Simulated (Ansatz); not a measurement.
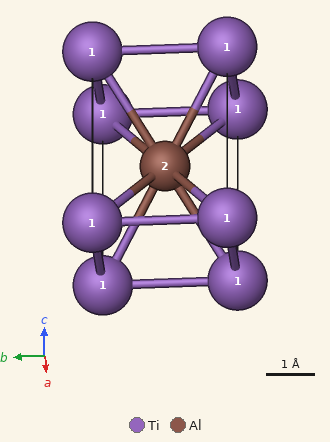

Figure 1. The input geometry (ball-and-stick view of the cell of the calculation, seen at an oblique angle; atoms are numbered from 1 in the order of the input). An atom can appear more than once, as a periodic image.

## Run report: TiAl, single-point calculation

- system: TiAl (2 atoms in the cell)
- method: DFT r2SCAN, scalar-relativistic, plane waves, PAW, no spin polarisation (Ansatz 0.2.0)

The structure derives from an entry of the Crystallography Open Database. Figures and captions count atoms from 1; the log counts them from 0 in places.

**Output**
```
Engine: ansatz 0.2.0, x86_64-unknown-linux-gnu
Pseudopotentials: kind: paw
Pseudopotential: Ti, paw, valence charge 12, recommended cutoff 500 eV (meta_gga), Ti.paw.azcp
Pseudopotential: Al, paw, valence charge 3, recommended cutoff 500 eV (meta_gga), Al.paw.azcp
Functional definition: r2SCAN
  parameter k0 = 0.174
  parameter k1 = 0.065
  parameter a1 = 4.9479
  exchange = r2scan_x(k0 = k0, k1 = k1, a1 = a1)
  correlation = r2scan_c
Crystal: 2 atoms, lattice volume = 32.677 Å³
Basis set: ecut = 500 eV, 831 PW (Γ), exchange–correlation on 96×96×120 points (64 copies of the dense FFT grid, shifted against one another)
Bands: 12, of which v1, the nominal top of the filled ones, is band 8 counted from 1 (7 counted from 0)
Symmetry: 16 space group operations
Space group: P4/mmm (ITA 123), of the structure as read, at distance tolerance 3.2e-5 Å
k-points: 315 of 3072
Non-local potential: Ti, projectors of the file, l = 0: 3, l = 1: 2, l = 2: 3, l = 3: 1
Non-local potential: Al, projectors of the file, l = 0: 2, l = 1: 2, l = 2: 1
PAW form: soft (Blöchl's): semilocal exchange-correlation on the pseudo side does not see the compensation charge
PAW frozen core: Ti, regenerated for the run's functional (the file was generated under x = pbe(κ = 0.804, μ = 0.2195149727645171), c = pbe(β = 0.06672455060314922))
PAW frozen core: Al, regenerated for the run's functional (the file was generated under x = pbe(κ = 0.804, μ = 0.2195149727645171), c = pbe(β = 0.06672455060314922))
PAW one-centre angular grid: Ti, 590 points (default); XC on 160 Gauss nodes
PAW one-centre angular grid: Al, 302 points (default); XC on 160 Gauss nodes
Initial density: superposition of atomic densities (neutral atoms: chi_scale 0, normalization atom), corrected by the library's trained network
Initial wavefunctions: pseudopotential atomic-orbital guess
Functional: x = r2scan, c = r2scan; τ floored in thin density (d = 2e-4 eV/Å³)
SCF iter   1: F=—  HF=-3045.661937 eV  |F-HF|=—  |Δ(HF+E_count)|=         —  Δρ=1.17e-2  dr2=4.00e-2  dr2_τ=1.80e-2  ethr=1.77e-3  ⟨swp⟩=4.9  Hψ=18984  notcnv=0
preconditioner: auto → none  [metal: Δε(μ)=0.009 eV  Ē_g=5.728 eV  σ=0.150 eV  W_gap=0.03  n_scr=6 (ndim 8)  ℏωp=17.2 eV  f_vac=0.000  D(μ)=1.59/eV (n_scr^D=14)  sad-step TF]
SCF iter   2: F=—  HF=-3045.690257 eV  |F-HF|=—  |Δ(HF+E_count)|=   2.83e-2  Δρ=3.95e-3  dr2=3.45e-3  dr2_τ=6.39e-4  ethr=2.66e-4  ⟨swp⟩=2.7  Hψ=9619  notcnv=0  defer=39
SCF iter   3: F=—  HF=-3045.690622 eV  |F-HF|=—  |Δ(HF+E_count)|=   3.65e-4  Δρ=1.87e-3  dr2=8.19e-4  dr2_τ=4.42e-5  ethr=2.30e-5  ⟨swp⟩=2.3  Hψ=4785  notcnv=0  defer=39
SCF iter   4: F=—  HF=-3045.690929 eV  |F-HF|=—  |Δ(HF+E_count)|=   3.08e-4  Δρ=8.17e-4  dr2=2.24e-4  dr2_τ=1.80e-5  ethr=5.46e-6  ⟨swp⟩=2.8  Hψ=5772  notcnv=0  defer=39
SCF iter   5: F=—  HF=-3045.690936 eV  |F-HF|=—  |Δ(HF+E_count)|=   6.87e-6  Δρ=1.65e-4  dr2=3.59e-6  dr2_τ=3.53e-7  ethr=1.49e-6  ⟨swp⟩=2.2  Hψ=4538  notcnv=0  defer=39
SCF iter   6: F=—  HF=-3045.690939 eV  |F-HF|=—  |Δ(HF+E_count)|=   2.87e-6  Δρ=1.40e-5  dr2=3.35e-8  dr2_τ=1.00e-9  ethr=6.67e-10  ⟨swp⟩=5.9  Hψ=20570  notcnv=0
SCF iter   7: F=-3045.690939 eV  HF=-3045.690939 eV  |F-HF|=5.22e-10  |Δ(HF+E_count)|=   1.40e-8  Δρ=2.76e-6  dr2=1.73e-9  dr2_τ=4.64e-11  ethr=2.23e-10  ⟨swp⟩=4.3  Hψ=17677  notcnv=0
the search or the solves at the SCF's close seem to have found levels that the self-consistency loop had missed (the run counts 1). By its estimate they hold under 1e-12 electrons; where the run keeps them, the occupations were computed again with them
SCF 1 converged in 7 iterations: F = -3045.690939 eV  dr2 = 1.73e-9
  greatest PAW one-centre occupation: 1.001 electrons in one spin orbital (limit 2), on the Ti atom at site 0 (counted from 0), in its partial waves of l = 1
SCF converged after 7 iterations
Free energy (F): -3045.690939 eV
Harris-Foulkes:  -3045.690939 eV  (|F-HF|=5.22e-10)
Internal energy: -3045.672821 eV  (E = F + TS)
E sigma→0 (E₀):  -3045.681880 eV
Entropy (-TS):   -0.018118 eV (-9.059 meV/atom)
Fermi energy:    10.885900 eV
--- Per-component energies (eV) ---
  E_band       = -180.279783
  E_kinetic    = 296.430645
  E_local      = -1074.907596  (includes V_loc(G=0)·N_el)
  E_nonlocal   = 17.774141
  E_hartree    = 459.382622
  E_xc         = -130.041157
  E_vxc        = -164.426821  (∫ρ·V_xc dr)
  E_paw        = -1530.417591  (= ΣΔE_a)
  E_vpaw       = -184.236925  (= ΣTr[D̂ρ^β])
  E_aug_tail   = 0.000091  (compensation charges beyond the density's cutoff)
  E_vtau       = 10.321897  (kinetic-family band-sum trace: ∫τ·v_τ [+ j·A + Jᵃ·Aᵃ] dr)
  E_ewald      = -1083.580411
  E_core_change = -0.313565  (= ΣΔE_core)
  E_smearing   = -0.018118  (= −TS)
  E_closure    = -0.000000  (closes the sum)
  Σ components = -3045.690939   (vs F -3045.690939, Δ=0.00e0)
--- Forces (eV/Å), atoms counted from 1 ---
  atom   1  Ti     0.00000000     0.00000000     0.00000000
  atom   2  Al    -0.00000000    -0.00000000     0.00000000
  max |Σ_I F_I| component: 9.86e-32 eV/Å
--- Stress (GPa, compression-positive) ---
       -2.312735       0.000000       0.000000
        0.000000      -2.312735       0.000000
        0.000000       0.000000      -1.472693
  P = ⅓ Tr σ = -2.0327 GPa (-20.327 kbar)
--- Band table (eV; the first three rows and the last of 315) ---
  k-point 0: bands = ["-48.1253", "-23.4768", "-23.0161", "-23.0161", "1.3311", "8.9588", "9.9380", "10.4642", "13.2040", "13.2040", "14.5044", "17.4696"]
  k-point 1: bands = ["-48.1252", "-23.4780", "-23.0160", "-23.0160", "1.3986", "8.6066", "9.9499", "10.6720", "13.1754", "13.1754", "14.5054", "17.6827"]
  k-point 2: bands = ["-48.1251", "-23.4815", "-23.0160", "-23.0160", "1.5971", "7.8666", "9.9828", "11.0195", "13.0997", "13.0997", "14.5080", "18.2636"]
  k-point 314: bands = ["-48.0111", "-23.4265", "-23.4265", "-23.3767", "8.3309", "8.4916", "8.4916", "12.9333", "13.2430", "13.5657", "15.0893", "15.0893"]
```

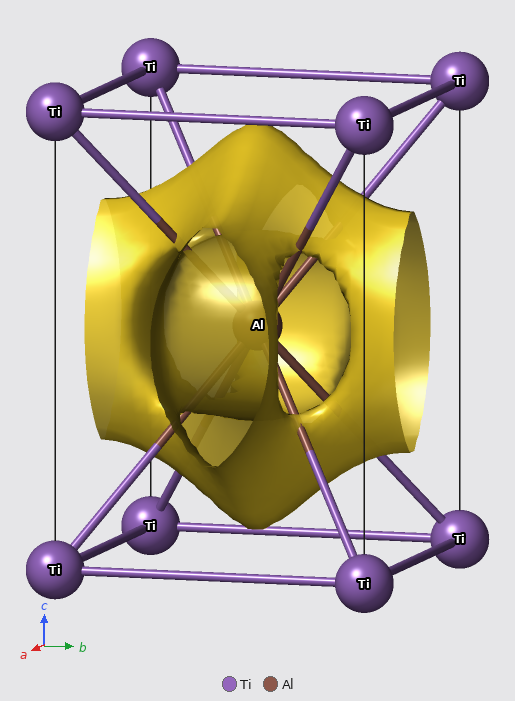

Figure 2. Isosurface of the ELF at 0.6 (yellow), seen slightly off an axis. Core shells and regions of very low density are left out. Sticks mark near contacts. The outline is the cell set on symmetry axes. The ELF exceeds this value in sheets that run through the cell in two directions, counted in one cell of 2 atoms. Along the contacts the grid gives the following. Ti–Ti (2.84 Å): the ELF is about 0.30 at the midpoint; no shared electron pair. Al–Al (2.84 Å): the ELF peaks at about 0.70 between the atoms. Core electrons are frozen (PAW), so the fields are smoothed inside the atomic spheres.

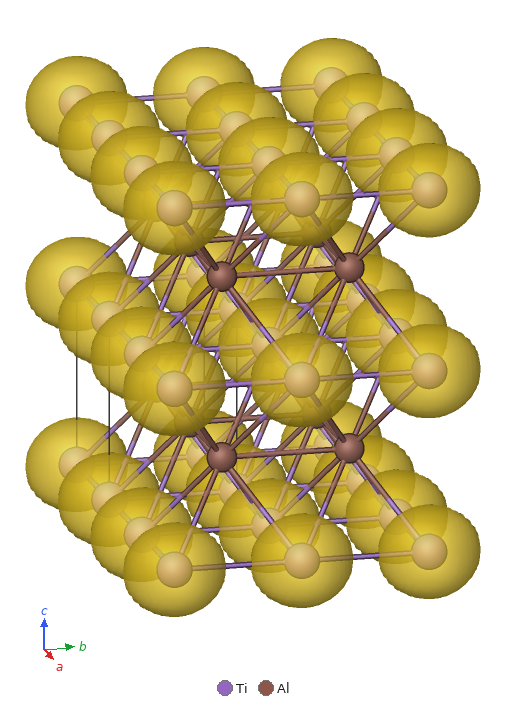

Figure 3. Isosurface of the valence pseudo-density at 0.3 e/Å³ (yellow), seen slightly off an axis. Sticks mark near contacts. The outline is the cell set on symmetry axes. At this value the density breaks into separate islands; it holds about 65 % of the electrons treated as valence (semicore included). It is pinched off along the Ti–Ti (2.84 Å), Al–Al (2.84 Å) and Ti–Al (2.85 Å) contacts. On the grid the lowest density along these lines, outside the cores, is 0.23 e/Å³ (Ti–Ti, 2.84 Å), 0.22 e/Å³ (Al–Al, 2.84 Å) and 0.2 e/Å³ (Ti–Al, 2.85 Å).

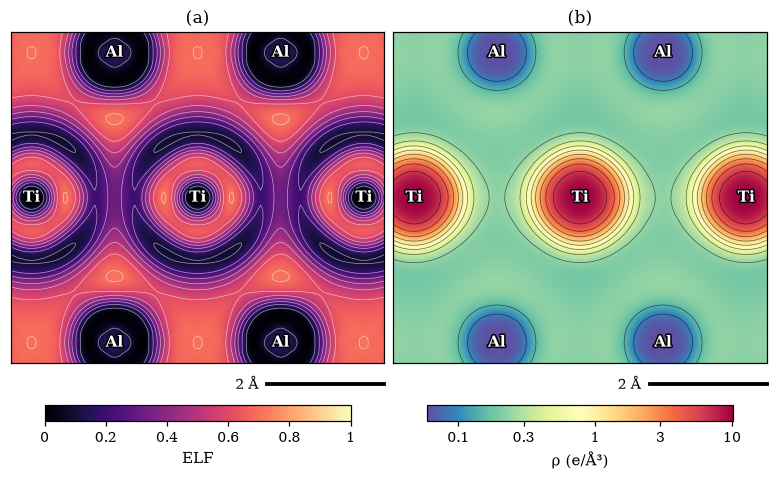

Figure 4. (a) electron localisation function; (b) valence pseudo-density on the (101) plane of the conventional cell. Atoms in the plane: Ti and Al. Ti–Ti (2.84 Å): the density is about 0.23 e/Å³ at the midpoint; the ELF is about 0.30 at the midpoint (no shared electron pair). Al–Al (2.84 Å): the density is about 0.22 e/Å³ at the midpoint; the ELF peaks at about 0.70 between the atoms. Away from the nuclei the density in this plane falls to 0.18 e/Å³ at its lowest. The strong features right at Ti lie inside the PAW spheres (semicore, d or f shells) and say nothing about bonding.

This output came from the following input.

**Input**
```yaml
crystal:
  lattice:
    - [2.8373, 0.0, 0.0]
    - [0.0, 2.8373, 0.0]
    - [0.0, 0.0, 4.0591]
  atoms:
    - { symbol: Ti, position: [0.0, 0.0, 0.0] }
    - { symbol: Al, position: [0.5, 0.5, 0.5] }
basis:
  ecutwfc: 500
kpoints:
  mp_grid: { grid: [16, 16, 12] }
hamiltonian:
  xc: r2scan
scf:
  occupations: { method: gaussian, width: 0.15 }
output:
  forces: true
  stress: true
  eigenvalues: true
  write_density: true
  write_potential: true
  elf: true
  volumetric_format: npy
```

Run as:
```bash
ansatz run input.yaml --threads 1 --pin off --max-ram 2560MiB --backend cpu --events-out ev --progress --plain --runs-dir out
```

**Results in brief**

| quantity | value |
| --- | --- |
| outcome | converged |
| space group (tolerance 0.01 Å) | P4/mmm (123) |
| electrons treated | 15 |
| free energy | −3045.6909 eV |
| Fermi energy | 10.886 eV |
| gap on the k-point mesh | none (metallic) |
| pressure | −2.03 GPa |
| largest force (length of the vector) | under 0.001 eV/Å |
| hardware | 1 thread of Intel Xeon @ 2.50GHz (Skylake/Cascade Lake), 189 GiB of memory available, shared host |
| wall time | 36 s |
| peak memory | 0.51 GiB |
